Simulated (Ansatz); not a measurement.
**Energy of Rb along a strain of the cell**

System: Rb (1 atom in the cell).
Method: DFT PBE, scalar-relativistic, plane waves, PAW, no spin polarisation (Ansatz 0.2.0).

The 5 runs differ only in the geometry, by a strain of the cell at fixed fractional positions. Against run 3, the strain is εzz = η. The structure derives from an entry of the Crystallography Open Database.

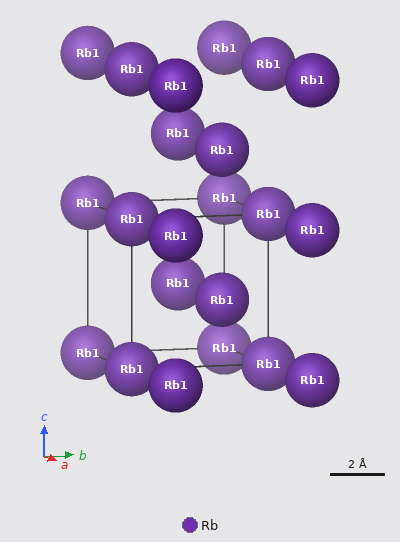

Figure 1. The structure of run 3 (spheres-only view of the cell 2 times as large as that of the calculation, set on its symmetry axes, repeated 2 × 1 × 2, seen slightly off an axis; atoms are numbered from 1 in the order of the input).

## Input of run 3
```yaml
crystal:
  lattice:
    - [-2.6657, 2.6657, 2.806]
    - [2.6657, -2.6657, 2.806]
    - [2.6657, 2.6657, -2.806]
  atoms:
    - { symbol: Rb, position: [0.0, 0.0, 0.0] }
basis:
  ecutwfc: 420
kpoints:
  mp_grid: { grid: [12, 12, 12] }
hamiltonian:
  xc: pbe
scf:
  occupations: { method: gaussian, width: 0.15 }
output:
  forces: true
  stress: true
  eigenvalues: true
```

Command:
```bash
ansatz run input.yaml --threads 1 --pin off --max-ram 1228MiB --backend cpu --events-out ev --progress --plain --runs-dir out
```

Run 4 differs from it as follows:
```diff
-    - [-2.6657, 2.6657, 2.806]
-    - [2.6657, -2.6657, 2.806]
-    - [2.6657, 2.6657, -2.806]
+    - [-2.6657, 2.6657, 2.87615]
+    - [2.6657, -2.6657, 2.87615]
+    - [2.6657, 2.6657, -2.87615]
```

## Results, with one run withheld

| run | strain parameter η (%) | free energy per atom, from the lowest run given (meV) | pressure (GPa) |
| --- | --- | --- | --- |
| 1 | −5.0000 | 23.91 | 0.73 |
| 2 | −2.5000 | 15.71 | 0.60 |
| 3 | 0.0000 | 9.12 | 0.48 |
| 4 | 2.5000 | ? | ? |
| 5 | 5.0000 | 0.00 | 0.28 |

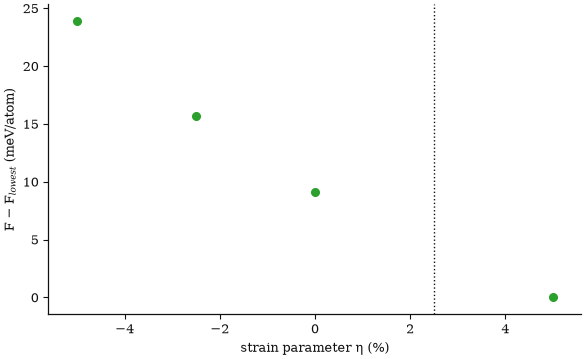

Figure 2. Free energy per atom of the runs given; the dotted line marks run 4.

What should run 4 give?

A quadratic polynomial in the coordinate, fitted to the 4 runs given, misses them by at most 0.06 meV per atom. With x = η + 0.6250, it reads F = 10.615 − 2.5317 x + 0.1148 x² (meV per atom). At run 4 it gives 3.82 meV per atom, and the run itself gives 3.94. The fit has no minimum inside this range.

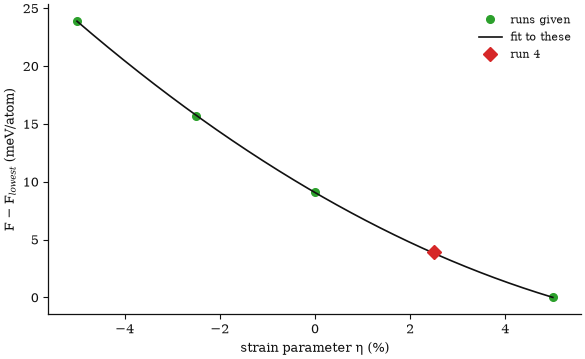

Figure 3. The fit and the withheld run.

## Output, shortened to warnings, some set-up lines, iterations and results (run 4)
```
Basis set: ecut = 420 eV, 1569 PW (Γ), exchange–correlation on 64×64×64 points (8 copies of the dense FFT grid, shifted against one another)
Symmetry: 16 space group operations
k-points: 163 of 1728
Initial density: superposition of atomic densities (neutral atoms: chi_scale 0, normalization atom), corrected by the library's trained network
[...]
SCF iter   1: F=—  HF=-3267.343099 eV  |F-HF|=—  |Δ(HF+E_count)|=         —  Δρ=1.58e-4  dr2=2.37e-5  ethr=1.77e-3  ⟨swp⟩=7.1  Hψ=11998  notcnv=0
SCF iter   2: F=—  HF=-3267.343703 eV  |F-HF|=—  |Δ(HF+E_count)|=   6.04e-4  Δρ=1.08e-4  dr2=1.03e-5  ethr=2.64e-7  ⟨swp⟩=3.1  Hψ=4147  notcnv=0
SCF iter   3: F=—  HF=-3267.343713 eV  |F-HF|=—  |Δ(HF+E_count)|=   9.35e-6  Δρ=3.66e-5  dr2=2.12e-6  ethr=1.15e-7  ⟨swp⟩=2.6  Hψ=2204  notcnv=0
SCF iter   4: F=—  HF=-3267.343715 eV  |F-HF|=—  |Δ(HF+E_count)|=   2.09e-6  Δρ=2.25e-5  dr2=5.11e-7  ethr=2.35e-8  ⟨swp⟩=1.6  Hψ=1539  notcnv=0
SCF iter   5: F=-3267.343715 eV  HF=-3267.343715 eV  |F-HF|=4.02e-9  |Δ(HF+E_count)|=   2.21e-7  Δρ=5.60e-6  dr2=4.45e-8  ethr=5.67e-9  ⟨swp⟩=1.6  Hψ=1533  notcnv=0
SCF iter   6: F=-3267.343715 eV  HF=-3267.343715 eV  |F-HF|=2.01e-10  |Δ(HF+E_count)|=   1.05e-8  Δρ=2.44e-6  dr2=5.93e-9  ethr=4.94e-10  ⟨swp⟩=4.3  Hψ=7764  notcnv=0
SCF 1 converged in 6 iterations: F = -3267.343715 eV  dr2 = 5.93e-9
SCF converged after 6 iterations
Free energy (F): -3267.343715 eV
Harris-Foulkes:  -3267.343715 eV  (|F-HF|=2.01e-10)
Internal energy: -3267.332822 eV  (E = F + TS)
E sigma→0 (E₀):  -3267.338269 eV
Entropy (-TS):   -0.010893 eV (-10.893 meV/atom)
Fermi energy:    2.417381 eV
--- Per-component energies (eV) ---
  E_band       = -114.344828
  E_kinetic    = 191.000971
  E_local      = -686.263892  (includes V_loc(G=0)·N_el)
  E_nonlocal   = 173.689150
  E_hartree    = 189.793511
  E_xc         = -129.412938
  E_vxc        = -135.369086  (∫ρ·V_xc dr)
  E_paw        = -2618.037253  (= ΣΔE_a)
  E_vpaw       = -36.990234  (= ΣTr[D̂ρ^β])
  E_aug_tail   = -0.000001  (compensation charges beyond the density's cutoff)
  E_ewald      = -388.102369
  E_smearing   = -0.010893  (= −TS)
  E_closure    = 0.000000  (closes the sum)
  Σ components = -3267.343715   (vs F -3267.343715, Δ=0.00e0)
--- Forces (eV/Å), atoms counted from 1 ---
  atom   1  Rb     0.00000000     0.00000000     0.00000000
  max |Σ_I F_I| component: 9.86e-32 eV/Å
--- Stress (GPa, compression-positive) ---
        0.379745      -0.000000      -0.000000
       -0.000000       0.379745      -0.000000
       -0.000000      -0.000000       0.363705
  P = ⅓ Tr σ = 0.3744 GPa (3.744 kbar)
```
